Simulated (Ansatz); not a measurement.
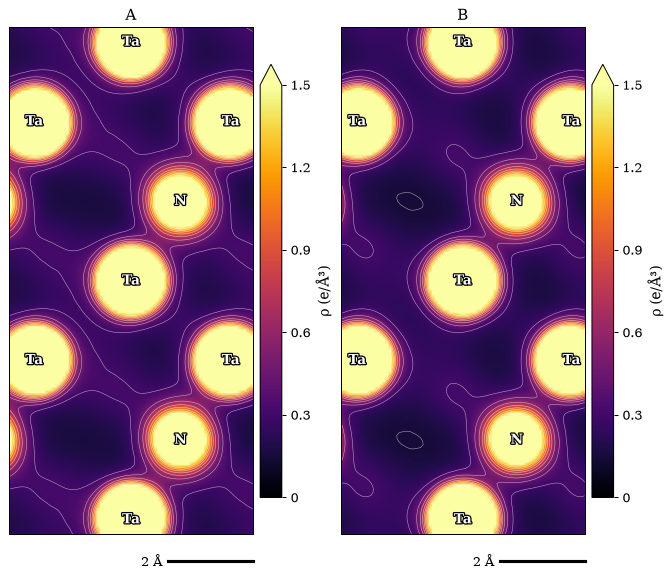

Ta$_{2}$N. The valence pseudo-density of two cells that differ in size and shape, on the (110) plane of each (indices in the axes of the calculation cell), at one length scale and on one colour scale: B has 13.8 Å³ an atom and A 12.7.

Space group P-1; a point of a scan over the structure, not its minimum; a structure from a database of computed crystals, not necessarily the ambient phase; computed without spin polarisation; PAW files of the earlier set (soft_1).

Method: DFT PBEsol, scalar-relativistic, plane waves, PAW (Ansatz 0.2.0).

Core electrons are frozen (PAW), and the valence fields are smoothed inside the atomic spheres.

> What changes from the larger cell to the smaller?

From the larger cell to the smaller, Ta–N goes from 2.28 to 2.23 Å, and the density at its midpoint from 0.47 to 0.54 e/Å³; the pressure goes from −9 to 17 GPa.
